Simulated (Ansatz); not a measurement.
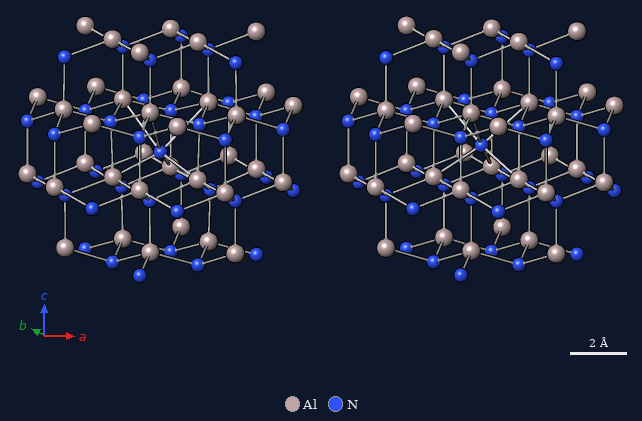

Two geometries of a defect cell of composition Al36N37 (coarse preliminary run), drawn at one scale. One is the start of a relaxation, the other its converged end. Style: ball-and-stick. Shown: the atoms within 5.8 Å of the atom that moves most (axes of the cell of the calculation (origin shifted)), slightly off an axis.

Computed with DFT PBE, scalar-relativistic, plane waves, PAW (Ansatz). (plane-wave cutoff 420 eV; k-point mesh 1 × 1 × 1; occupations gaussian; smearing width 0.01 eV; collinear spin; atoms relaxed in a fixed cell; force threshold 0.025 eV/Å; at most 45 steps)

Q: Which of the two is the end point?

A: The left one is the relaxed one. Case: N interstitial, charge +0, atoms relaxed at the host's cell. The energy falls by 0.988 eV per cell of the calculation in 4 geometry steps. The largest force component goes from 2.5 to 0.0079 eV/Å. An N atom moves most: 0.25 Å along −c. By element the largest moves are N 0.25 Å, Al 0.06 Å. The cell stays as it was. Near-neighbour distances that change, for instance: Al–N 2.323 → 2.507 Å, Al–N 2.090 → 1.972 Å, Al–N 1.915 → 2.024 Å, Al–N 1.902 → 1.953 Å. Among the angles between lasting bonds that change: N–Al–N 59.9° → 68.0°, Al–N–Al 97.0° → 104.0°, N–Al–N 110.7° → 115.9°.
